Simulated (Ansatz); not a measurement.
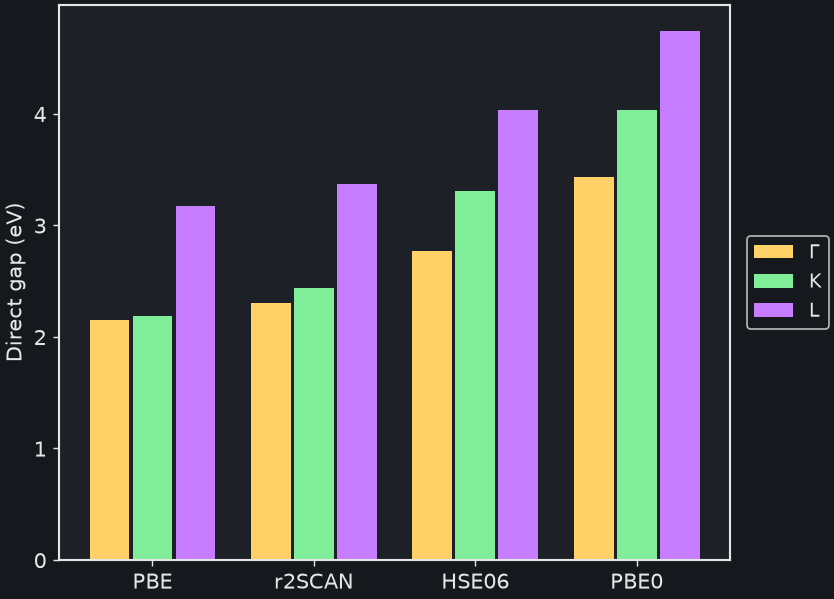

Direct gap at each named k point, by several methods on one cell of CdI2-type PtS₂, space group P-3m1 (No. 164), 3 atoms in the cell, relaxed with r2SCAN+rVV10; a = 3.553 Å, c = 5.123 Å (hexagonal axes). All runs are without spin-orbit coupling and carry no moments. The cell is at 4 GPa in PBE. The smallest gap is indirect or lies off these points.

> Does HSE06 open these direct gaps by one amount over PBE?

The shifts are +0.62 eV at Γ, +1.12 eV at K and +0.86 eV at L, and at points that aren't plotted +1.02 eV (A), +1.17 eV (M) and +1.39 eV (H): over the named points that both runs hold, a spread of 0.77 eV on a mean of 1.03 eV, so one shift doesn't describe them.

> How do the methods rank at Γ?

From low to high: PBE 2.15, r2SCAN 2.30, HSE06 2.77, PBE0 3.43 eV.

```csv
method,program,Γ (eV),K (eV),L (eV)
PBE,Ansatz,2.15,2.19,3.17
r2SCAN,Ansatz,2.30,2.44,3.37
HSE06,Ansatz,2.77,3.31,4.03
PBE0,Ansatz,3.43,4.03,4.74
```

Settings. PBE: Ansatz PAW set, 12×12×6 k mesh, 420 eV cutoff, Fermi-Dirac smearing of 0.02 eV (Ansatz 0.2.0). r2SCAN: Ansatz PAW set, 12×12×6 k mesh, 500 eV cutoff, fixed occupations (Ansatz). HSE06: Ansatz PAW set, 6×6×4 k mesh, 420 eV cutoff, fixed occupations (Ansatz 0.2.0). PBE0: Ansatz PAW set, 6×6×4 k mesh, 420 eV cutoff, fixed occupations (Ansatz 0.2.0).

These are four of the 7 methods that were run on this cell. Spin-orbit coupling is left out, which matters for Pt. r2SCAN, HSE06 and PBE0: the PAW data sets were made with another functional. LDA, GGA and most meta-GGA functionals understate gaps. HSE06 and PBE0: the k mesh is thin for exact exchange. Over all k points computed the smallest gap is 0.71 eV in PBE, 0.79 eV in r2SCAN, 1.21 eV in HSE06 and 1.83 eV in PBE0.
